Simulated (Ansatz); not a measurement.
Input

```
crystal:
  lattice:
    - [5.5675272874, 5.5675272874, -5.5675272874]
    - [-5.5675272874, -5.5675272874, -5.5675272874]
    - [-5.5675272874, 5.5675272874, 5.5675272874]
  atoms:
    - { symbol: Zn, position: [0.5, 0.25, 0.25] }
    - { symbol: Zn, position: [0.75, 0.0, 0.25] }
    - { symbol: Zn, position: [0.75, 0.5, 0.75] }
    - { symbol: Zn, position: [0.0, 0.5, 0.5] }
    - { symbol: Zn, position: [0.25, 0.25, 0.5] }
    - { symbol: Zn, position: [0.5, 0.0, 0.5] }
    - { symbol: Zn, position: [0.75, 0.75, 0.5] }
    - { symbol: Zn, position: [1.0, 0.75, 0.25] }
    - { symbol: Zn, position: [0.5, 0.5, 0.0] }
    - { symbol: Zn, position: [0.75, 0.25, 0.0] }
    - { symbol: Zn, position: [0.0, 0.25, 0.75] }
    - { symbol: Zn, position: [0.25, 1.0, 0.75] }
    - { symbol: Zn, position: [0.5, 0.75, 0.75] }
    - { symbol: Zn, position: [0.0, 0.0, 0.0] }
    - { symbol: Zn, position: [0.25, 0.75, 0.0] }
    - { symbol: Se, position: [0.25, 0.5, 0.0] }
    - { symbol: Se, position: [0.5, 0.25, 0.0] }
    - { symbol: Se, position: [0.75, 0.0, 0.0] }
    - { symbol: Se, position: [0.75, 0.5, 0.5] }
    - { symbol: Se, position: [0.0, 0.5, 0.25] }
    - { symbol: Se, position: [0.25, 0.25, 0.25] }
    - { symbol: Se, position: [0.5, 0.0, 0.25] }
    - { symbol: Se, position: [0.75, 0.75, 0.25] }
    - { symbol: Se, position: [0.0, 0.75, 0.0] }
    - { symbol: Se, position: [0.5, 0.5, 0.75] }
    - { symbol: Se, position: [0.75, 0.25, 0.75] }
    - { symbol: Se, position: [0.0, 0.25, 0.5] }
    - { symbol: Se, position: [0.25, 0.0, 0.5] }
    - { symbol: Se, position: [0.5, 0.75, 0.5] }
    - { symbol: Se, position: [0.0, 0.0, 0.75] }
    - { symbol: Se, position: [0.25, 0.75, 0.75] }
total_charge: -2
basis:
  ecutwfc: 420
  xc_grid: 2
kpoints:
  mp_grid: { grid: [2, 2, 2], shift: [0.5, 0.5, 0.5] }
hamiltonian:
  xc: lda
scf:
  occupations: { method: gaussian, width: 0.02 }
output:
  forces: true
  stress: false
  eigenvalues: true
  write_density: true
  write_potential: true
  elf: true
  volumetric_format: npy
relax:
  adjacent_minimum: "off"
  f_tol: 0.02
  max_steps: 60
```

Launched as:

```sh
ansatz run input.yaml --threads 8 --pin off --max-ram 20480MiB --backend cpu --events-out ev --progress --plain --runs-dir out
```

The fields are those of the relaxed geometry.

Computed with Ansatz 0.2.0, DFT LDA, scalar-relativistic, plane waves, PAW.

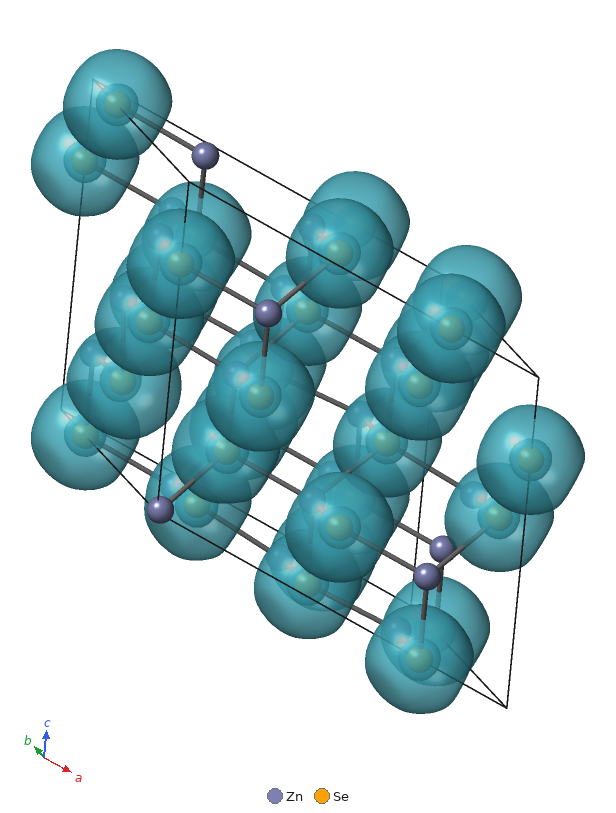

Zn$_{15}$Se$_{16}$ (cell charge −2, with a compensating background) (cell with a defect). Isosurface of the ELF at 0.6 (cyan), seen slightly off an axis. Only the valence region is drawn (cores and ρ < 0.01 e/Å³ removed). Sticks mark near contacts.

Core electrons are frozen (PAW), and the valence fields are smoothed inside the atomic spheres.

Where are the electrons localised?

The surface consists of 16 regions wrapped around Se (the valence shell of each), counted in one cell of 31 atoms. Regions shared between cells count once.

Values along the shortest contacts:
Zn–Se (2.37 Å): the ELF is about 0.60 at the midpoint. Zn–Se (2.42 Å): the ELF is about 0.60 at the midpoint.

Does the calculation give a band gap?

It is gapped, with a Kohn–Sham gap of 2.9 eV on the k-point mesh (the band edges may lie off the mesh, which would make the gap smaller).
